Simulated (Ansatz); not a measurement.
# Hf2N: single-point calculation

The run: single-point calculation of Hf2N (P4₂/mnm, 6 atoms in the cell). Method and program: DFT PBEsol, scalar-relativistic, plane waves, PAW, PAW set soft_1, no spin polarisation (Ansatz 0.2.0).

The structure derives from a Materials Project entry. Figures and captions count atoms from 1; the log counts them from 0 in places.

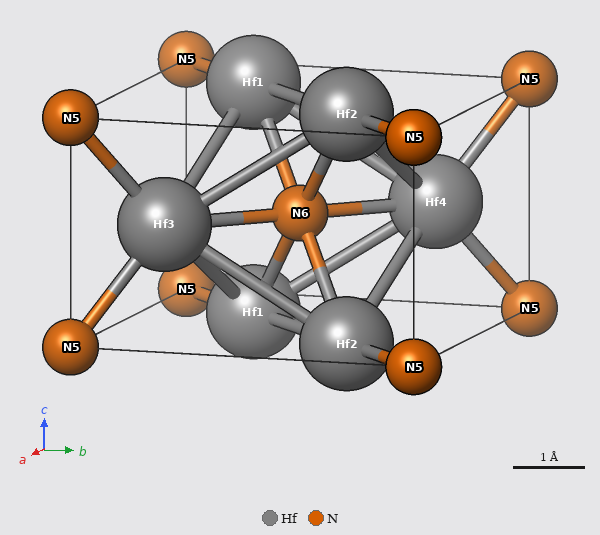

Figure 1. The input geometry (ball-and-stick view of the cell of the calculation, seen slightly off an axis; atoms are numbered from 1 in the order of the input).

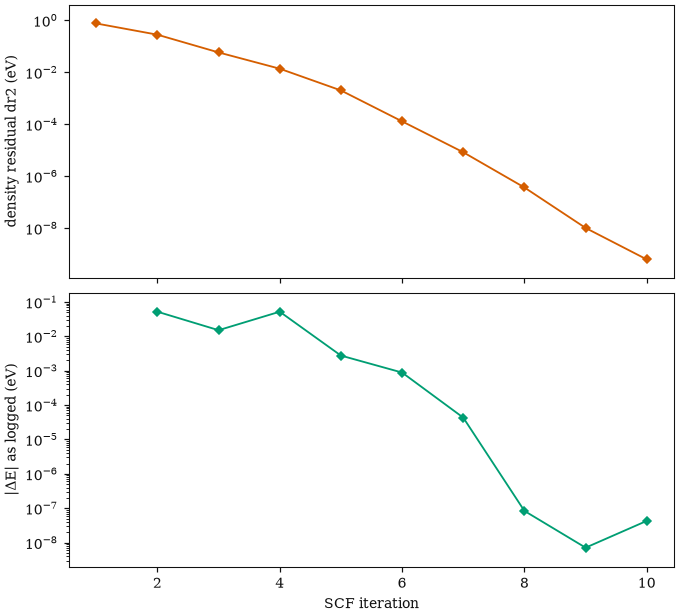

Figure 2. Convergence of the self-consistent field: density residual dr2 and size of the energy change against the SCF iteration. The residual falls at every step.

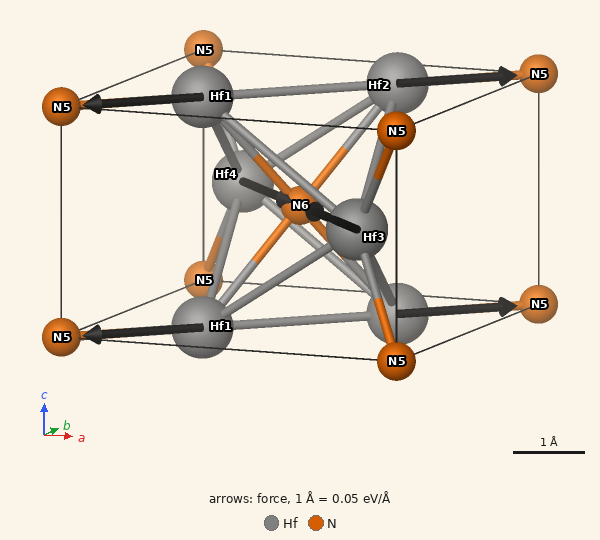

Figure 3. Forces on the atoms as black arrows (ball-and-stick view of the cell of the calculation, seen slightly off an axis; atoms are numbered from 1 in the order of the input). The largest act on all 4 Hf atoms (0.09 eV/Å). The geometry is not a stationary point of this energy.

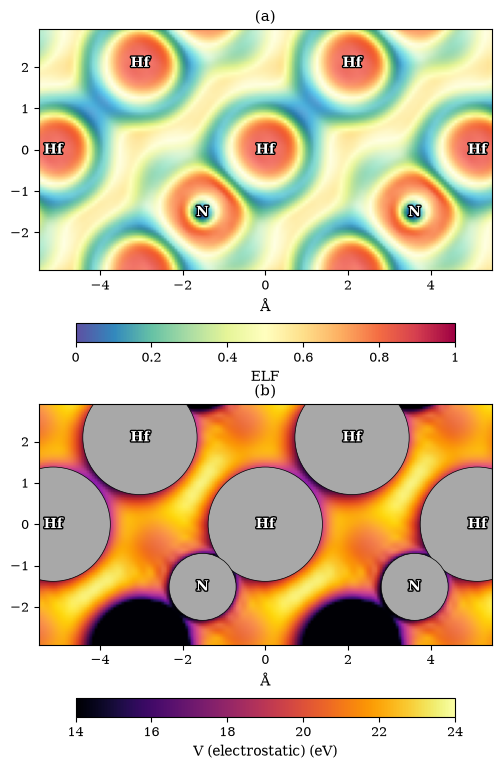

Figure 4. (a) ELF; (b) electrostatic potential energy of an electron on the (001) plane of the conventional cell. Grey discs, where drawn, cover atomic cores. The section cuts through Hf and N sites. Hf–N (2.14 Å): the ELF peaks at about 0.80 in the valence shell of N, 0.6 Å from its nucleus, and drops to about 0.20 between the two atoms (a polar contact without a shared pair, in a metal). Hf–Hf (2.97 Å): the ELF is about 0.10 at the midpoint (no shared electron pair). The strong features right at Hf lie inside the PAW spheres (semicore, d or f shells) and say nothing about bonding. Outside the cores the potential energy rises away from the atoms and is highest about 1.8 Å from the nearest atoms; outside the discs it spans about 9 eV, and its zero is arbitrary. Core electrons are frozen (PAW), so the fields are smoothed inside the atomic spheres.

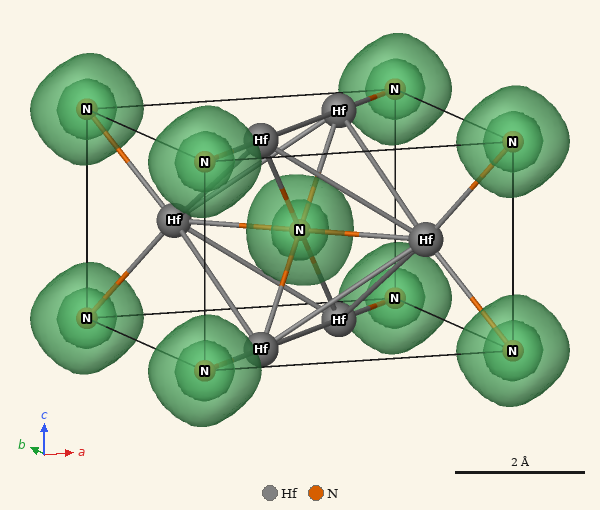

Figure 5. Isosurface of the ELF at 0.7 (green), seen slightly off an axis. Core shells and regions of very low density are left out. Sticks mark near contacts. The outline is the cell set on symmetry axes. Profiles from the grid: Hf–N (2.14 Å): the ELF peaks at about 0.80 in the valence shell of N, 0.6 Å from its nucleus, and drops to about 0.20 between the two atoms; a polar contact without a shared pair, in a metal. Hf–Hf (2.97 Å): the ELF is about 0.10 at the midpoint (no shared electron pair).

The input and output of the run follow.

Input:
```yaml
crystal:
  lattice:
    - [5.1315527496, 0.0, 0.0]
    - [0.0, 5.1315527496, 0.0]
    - [0.0, 0.0, 3.2990752627]
  atoms:
    - { symbol: Hf, position: [0.2954631013, 0.2954631013, 0.0] }
    - { symbol: Hf, position: [0.7045368987, 0.7045368987, 0.0] }
    - { symbol: Hf, position: [0.7954631013, 0.2045368987, 0.5] }
    - { symbol: Hf, position: [0.2045368987, 0.7954631013, 0.5] }
    - { symbol: "N", position: [0.0, 0.0, 0.0] }
    - { symbol: "N", position: [0.5, 0.5, 0.5] }
basis:
  ecutwfc: 520.0
kpoints:
  mp_grid: { grid: [8, 8, 14] }
hamiltonian:
  xc: pbesol
  pseudopotentials: { kind: paw, azcp: { folder: soft_1 } }
scf:
  occupations: { method: gaussian, width: 0.15 }
output:
  forces: true
  stress: true
  eigenvalues: true
  write_density: true
  write_potential: true
  elf: true
  volumetric_format: npy
```

Run as:
```bash
ansatz run input.yaml --threads 4 --pin off --max-ram 8192MiB --backend cpu --events-out ev --progress --plain --runs-dir out
```

The program's output:
```
Warning: [file] the record states the generating functional pbe (its physics header spells it `PBE`), which answers neither for hamiltonian.xc's functional nor for the pbesol family's — results may be inconsistent (PPs are generated against a specific XC)
Warning: [file] the record states the generating functional pbe (its physics header spells it `PBE`), which answers neither for hamiltonian.xc's functional nor for the pbesol family's — results may be inconsistent (PPs are generated against a specific XC)
Engine: ansatz 0.2.0, aarch64-unknown-linux-gnu
Pseudopotentials: kind: paw
Pseudopotential: Hf, paw, valence charge 26, recommended cutoff 420 eV (normal), [file]
Pseudopotential: N, paw, valence charge 5, recommended cutoff 420 eV (normal), [file]
Functional definition: PBEsol
  exchange = pbesol_x
  correlation = pbesol_c
Crystal: 6 atoms, lattice volume = 86.874 Å³
Basis set: ecut = 520 eV, 2345 PW (Γ), exchange–correlation on 80×80×50 points (8 copies of the dense FFT grid, shifted against one another)
Bands: 69, of which v1, the nominal top of the filled ones, is band 57 counted from 1 (56 counted from 0)
Symmetry: 16 space group operations
Space group: P42/mnm (ITA 136), of the structure as read, at distance tolerance 4.4e-5 Å
k-points: 120 of 896
Non-local potential: Hf, projectors of the file, l = 0: 3, l = 1: 2, l = 2: 2, l = 3: 3
Non-local potential: N, projectors of the file, l = 0: 2, l = 1: 2, l = 2: 1
PAW form: soft (Blöchl's): semilocal exchange-correlation on the pseudo side does not see the compensation charge
PAW frozen core: Hf, regenerated for the run's functional, and the local potential with it (the file was generated under x = pbe(κ = 0.804, μ = 0.2195149727645171), c = pbe(β = 0.06672455060314922))
PAW frozen core: N, regenerated for the run's functional, and the local potential with it (the file was generated under x = pbe(κ = 0.804, μ = 0.2195149727645171), c = pbe(β = 0.06672455060314922))
PAW one-centre angular grid: Hf, 590 points (default); XC on 64 Gauss nodes
PAW one-centre angular grid: N, 110 points (default); XC on 64 Gauss nodes
Initial density: superposition of atomic densities (chi_scale 0.1, normalization cell, long waves kept (reshape's long-wave potential 0.00 eV rms))
Initial wavefunctions: pseudopotential atomic-orbital guess
Functional: x = pbesol(κ = 0.804, μ = 0.12345679012345678), c = pbesol(β = 0.046)
SCF iter   1: F=—  HF=-63160.055895 eV  |F-HF|=—  |Δ(HF+E_count)|=         —  Δρ=4.04e-2  dr2=7.55e-1  ethr=3.10e-3  ⟨swp⟩=5.3  Hψ=25656  notcnv=0  defer=78
preconditioner: auto → Kerker (q_TF=auto, 2.855 Å⁻¹)  [metal: Δε(μ)=0.009 eV  Ē_g=17.586 eV  σ=0.150 eV  W_gap=0.03  n_scr=38 (ndim 8)  ℏωp=41.0 eV  f_vac=0.000  D(μ)=2.42/eV (n_scr^D=10)]
SCF iter   2: F=—  HF=-63160.003813 eV  |F-HF|=—  |Δ(HF+E_count)|=   5.21e-2  Δρ=2.20e-2  dr2=2.79e-1  ethr=6.63e-4  ⟨swp⟩=1.9  Hψ=10556  notcnv=0  defer=263
SCF iter   3: F=—  HF=-63160.018887 eV  |F-HF|=—  |Δ(HF+E_count)|=   1.51e-2  Δρ=7.16e-3  dr2=5.80e-2  ethr=2.44e-4  ⟨swp⟩=2.0  Hψ=12330  notcnv=0  defer=263
SCF iter   4: F=—  HF=-63159.966749 eV  |F-HF|=—  |Δ(HF+E_count)|=   5.21e-2  Δρ=3.57e-3  dr2=1.37e-2  ethr=5.09e-5  ⟨swp⟩=2.0  Hψ=14586  notcnv=0  defer=263
SCF iter   5: F=—  HF=-63159.963992 eV  |F-HF|=—  |Δ(HF+E_count)|=   2.76e-3  Δρ=1.57e-3  dr2=2.00e-3  ethr=1.20e-5  ⟨swp⟩=2.6  Hψ=11924  notcnv=0  defer=270
SCF iter   6: F=—  HF=-63159.963106 eV  |F-HF|=—  |Δ(HF+E_count)|=   8.85e-4  Δρ=2.93e-4  dr2=1.29e-4  ethr=1.75e-6  ⟨swp⟩=2.0  Hψ=13075  notcnv=0  defer=339
SCF iter   7: F=—  HF=-63159.963063 eV  |F-HF|=—  |Δ(HF+E_count)|=   4.32e-5  Δρ=9.06e-5  dr2=8.35e-6  ethr=1.13e-7  ⟨swp⟩=2.0  Hψ=14594  notcnv=0  defer=346
SCF iter   8: F=—  HF=-63159.963063 eV  |F-HF|=—  |Δ(HF+E_count)|=   8.35e-8  Δρ=2.04e-5  dr2=3.68e-7  ethr=7.32e-9  ⟨swp⟩=2.0  Hψ=14493  notcnv=0  defer=572
SCF iter   9: F=—  HF=-63159.963063 eV  |F-HF|=—  |Δ(HF+E_count)|=   7.12e-9  Δρ=4.31e-6  dr2=1.02e-8  ethr=8.77e-11  ⟨swp⟩=14.7  Hψ=65764  notcnv=0
SCF iter  10: F=-63159.963063 eV  HF=-63159.963063 eV  |F-HF|=1.86e-9  |Δ(HF+E_count)|=   4.29e-8  Δρ=1.14e-6  dr2=6.27e-10  ethr=8.92e-12  ⟨swp⟩=8.4  Hψ=53011  notcnv=0
SCF 1 converged in 10 iterations: F = -63159.963063 eV  dr2 = 6.27e-10
  greatest PAW one-centre occupation: 0.998 electrons in one spin orbital (limit 2), on the Hf atom at site 3 (counted from 0), in its partial waves of l = 0
SCF converged after 10 iterations
Free energy (F): -63159.963063 eV
Harris-Foulkes:  -63159.963063 eV  (|F-HF|=1.86e-9)
Internal energy: -63159.932161 eV  (E = F + TS)
E sigma→0 (E₀):  -63159.947612 eV
Entropy (-TS):   -0.030902 eV (-5.150 meV/atom)
Fermi energy:    20.336226 eV
--- Per-component energies (eV) ---
  E_band       = 322.023610
  E_kinetic    = 1907.480443
  E_local      = -24314.693698  (includes V_loc(G=0)·N_el)
  E_nonlocal   = 338.643318
  E_hartree    = 11933.744783
  E_xc         = -1182.159263
  E_vxc        = -1176.663913  (∫ρ·V_xc dr)
  E_paw        = -30557.353751  (= ΣΔE_a)
  E_vpaw       = -300.231417  (= ΣTr[D̂ρ^β])
  E_aug_tail   = 0.000233  (compensation charges beyond the density's cutoff)
  E_ewald      = -21290.654648
  E_core_change = 5.060422  (= ΣΔE_core)
  E_smearing   = -0.030902  (= −TS)
  E_closure    = 0.000000  (closes the sum)
  Σ components = -63159.963063   (vs F -63159.963063, Δ=0.00e0)
--- Forces (eV/Å), atoms counted from 1 ---
  atom   1  Hf    -0.06464090    -0.06464090     0.00000000
  atom   2  Hf     0.06464090     0.06464090     0.00000000
  atom   3  Hf    -0.06464090     0.06464090     0.00000000
  atom   4  Hf     0.06464090    -0.06464090     0.00000000
  atom   5  N      0.00000000     0.00000000     0.00000000
  atom   6  N      0.00000000     0.00000000     0.00000000
  max |Σ_I F_I| component: 2.78e-17 eV/Å
--- Stress (GPa, compression-positive) ---
       14.406270       0.000000       0.000000
        0.000000      14.406270       0.000000
        0.000000       0.000000      -1.502590
  P = ⅓ Tr σ = 9.1033 GPa (91.033 kbar)
--- Band table (eV; the first three rows and the last of 120) ---
  k-point 0: bands = ["-41.2067", "-41.1161", "-41.1161", "-41.0829", "-10.8851", "-10.2270", "-10.1492", "-10.1492", "-10.0190", "-9.7602", "-9.6936", "-9.6936", "-9.5249", "-9.4601", "-9.4601", "-9.4132", "3.8853", "5.9082", "8.8481", "8.8690", "8.8690", "8.8974", "8.9060", "8.9195", "8.9195", "8.9279", "8.9302", "8.9302", "8.9309", "8.9355", "8.9365", "8.9367", "8.9367", "8.9564", "8.9580", "8.9580", "8.9718", "8.9741", "8.9741", "8.9753", "8.9773", "8.9847", "9.0009", "9.0009", "9.0014", "9.0460", "13.4062", "13.4062", "14.2059", "15.4732", "15.7548", "15.7548", "16.6693", "18.1292", "20.4794", "20.8569", "21.4345", "21.6381", "21.6381", "21.7811", "21.7811", "22.1445", "23.0538", "23.7946", "24.1459", "24.1459", "26.8558", "26.8558", "27.1037"]
  k-point 1: bands = ["-41.2045", "-41.1155", "-41.1155", "-41.0838", "-10.8710", "-10.2158", "-10.1393", "-10.1393", "-10.0299", "-9.7730", "-9.7119", "-9.7119", "-9.5510", "-9.4664", "-9.4664", "-9.4222", "3.9306", "5.8989", "8.8509", "8.8715", "8.8715", "8.8993", "8.9060", "8.9153", "8.9153", "8.9270", "8.9309", "8.9309", "8.9320", "8.9323", "8.9377", "8.9401", "8.9401", "8.9570", "8.9570", "8.9599", "8.9733", "8.9746", "8.9746", "8.9756", "8.9756", "8.9830", "8.9993", "8.9993", "9.0011", "9.0434", "13.4979", "13.4979", "14.0861", "15.6469", "15.7549", "15.7549", "16.5814", "18.1986", "20.4018", "20.6650", "20.9501", "20.9501", "21.5998", "22.2676", "22.4590", "22.4590", "23.1385", "23.9395", "24.0770", "24.0770", "26.8991", "26.9355", "26.9355"]
  k-point 2: bands = ["-41.1981", "-41.1137", "-41.1137", "-41.0865", "-10.8300", "-10.1829", "-10.1104", "-10.1104", "-10.0590", "-9.8135", "-9.7625", "-9.7625", "-9.6219", "-9.4855", "-9.4855", "-9.4490", "4.0589", "5.8673", "8.8589", "8.8784", "8.8784", "8.9049", "8.9063", "8.9080", "8.9080", "8.9250", "8.9267", "8.9319", "8.9319", "8.9351", "8.9411", "8.9457", "8.9457", "8.9548", "8.9548", "8.9636", "8.9708", "8.9731", "8.9757", "8.9757", "8.9764", "8.9851", "8.9949", "8.9949", "9.0000", "9.0355", "13.7562", "13.7562", "13.8619", "15.7535", "15.7535", "16.0432", "16.3386", "18.3958", "20.1930", "20.2584", "20.2584", "20.3055", "21.9066", "22.6177", "23.1048", "23.1048", "23.3238", "23.9274", "23.9274", "24.3676", "26.5497", "27.1552", "27.1552"]
  k-point 119: bands = ["-41.1291", "-41.1291", "-41.1054", "-41.1054", "-10.6827", "-10.6827", "-10.3434", "-10.3434", "-9.7847", "-9.7847", "-9.7166", "-9.7166", "-9.7048", "-9.7048", "-9.5319", "-9.5319", "5.0735", "5.0735", "8.9026", "8.9026", "8.9058", "8.9058", "8.9258", "8.9258", "8.9260", "8.9260", "8.9323", "8.9323", "8.9370", "8.9370", "8.9467", "8.9467", "8.9536", "8.9536", "8.9563", "8.9563", "8.9618", "8.9618", "8.9643", "8.9643", "8.9755", "8.9755", "8.9802", "8.9802", "8.9975", "8.9975", "14.5693", "14.5693", "14.7640", "14.7640", "15.3610", "15.3610", "18.4575", "18.4575", "19.5419", "19.5419", "19.7090", "19.7090", "21.7953", "21.7953", "23.4998", "23.4998", "24.4745", "24.4745", "25.8077", "25.8077", "27.0490", "27.0490", "27.7003"]
```

Results in brief:

```tsv
quantity	value
outcome	converged
space group (tolerance 0.01 Å)	P4₂/mnm (136)
electrons treated	114
free energy	−63159.9631 eV
Fermi energy	20.336 eV
gap on the k-point mesh	none (metallic)
pressure	9.10 GPa
largest force (length of the vector)	0.091 eV/Å
hardware	4 threads of Arm Neoverse V2, 24 GiB of memory available, shared host
wall time	22 s (CPU time 85 s)
peak memory	0.95 GiB
```

The program warns: the PAW datasets were made with another functional. Spin–orbit coupling is left out, which matters for Hf.
